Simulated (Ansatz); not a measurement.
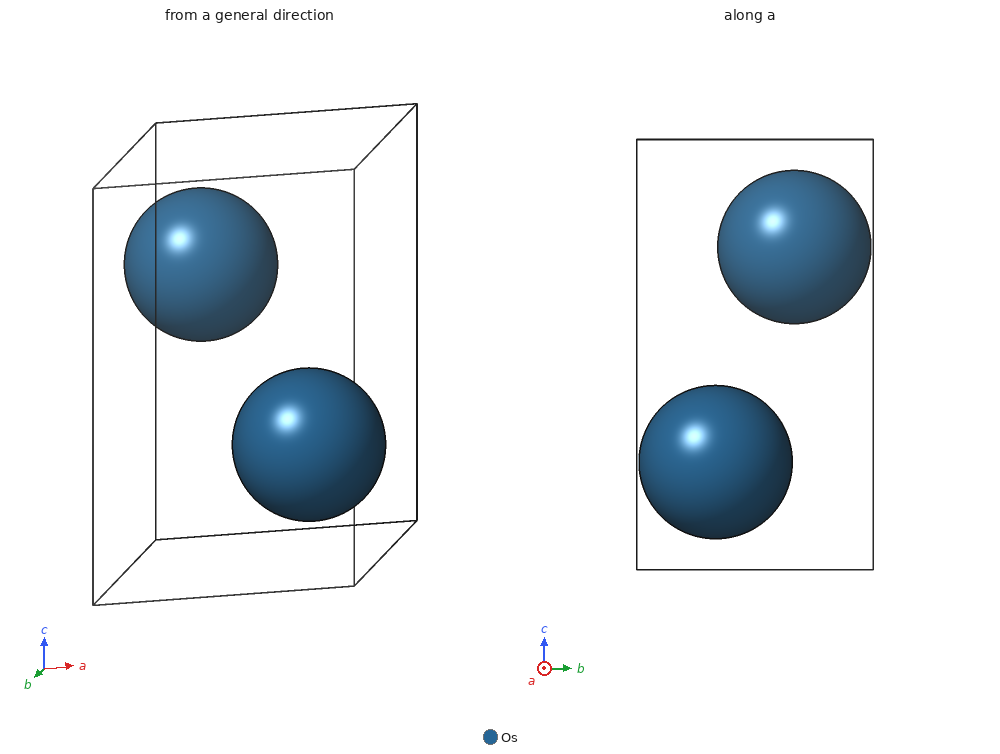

An orthographic spheres-only view of the structure, from a general direction and along the a axis. Atoms at the boundary of the conventional unit cell (the box) are drawn once for each face, edge or corner they touch.

The box has a = 2.755 Å, b = 2.755 Å, c = 4.347 Å, α = 90.00°, β = 90.00°, γ = 120.00°.

Q: How many atoms are there in one cell?

A: 2 (osmium), counting shared atoms by their share.

Q: What space-group symmetry does the structure have?

A: P6_3/mmc (No. 194), with Os on 2d.

Q: Which known structure type is this?

A: Hexagonal close-packed (Mg type).

The structure was taken from the standard structure of this element. The cell was then strained or its atoms displaced on purpose. It was relaxed at fixed volume with Ansatz, DFT PBE, spin-orbit coupling, plane waves, PAW.
